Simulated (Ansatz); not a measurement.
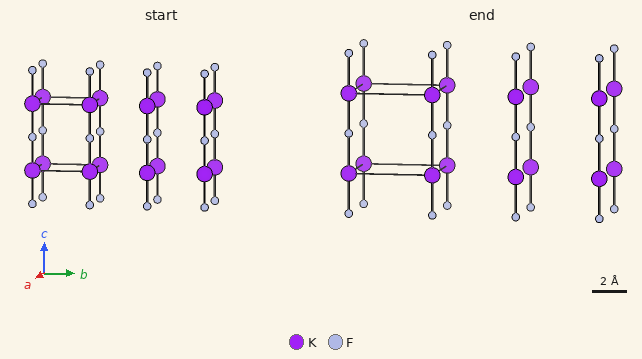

The structure of a crystal of KF (a generated structure, set up in P4/mmm) (coarse preliminary run) before (left) and after (right) a relaxation, at one scale.

A ball-and-stick model of the cell of the calculation, repeated 1 × 3 × 1 with one cell outlined, seen slightly off an axis.

Level of theory: DFT PBE, scalar-relativistic, plane waves, PAW (Ansatz). Settings: plane-wave cutoff 420 eV; k-point mesh 6 × 6 × 4; occupations gaussian; smearing width 0.1 eV; no spin polarisation; cell and atoms relaxed; force threshold 0.04 eV/Å; at most 70 steps.

Summarise the run.

After 13 accepted moves (18 points after the start) the energy has fallen by 1.681 eV per cell of the calculation. All forces vanish by symmetry, so only the cell relaxes. The pressure goes from 23.16 to 0.16 GPa. At 5 points the geometry stayed and the basis and grid were re-selected for the new cell (energy shift of 0.139 eV per cell of the calculation at most each time). The atoms keep their places relative to the cell (all moves are under 0.005 Å). The drawn cell changes as follows: a = b 3.431 → 4.992 Å (+45.5 %), c 3.957 → 4.753 Å (+20.1 %); the volume changes by +154.4 %. Among the contacts that change: K–K 3.431 → 4.992 Å, F–K 1.978 → 2.377 Å. The space group stays P4/mmm (No. 123). The run took 25 s on 1 thread of AMD EPYC 7B13 (Zen 3), with other jobs on the host, peak memory 0.41 GiB.
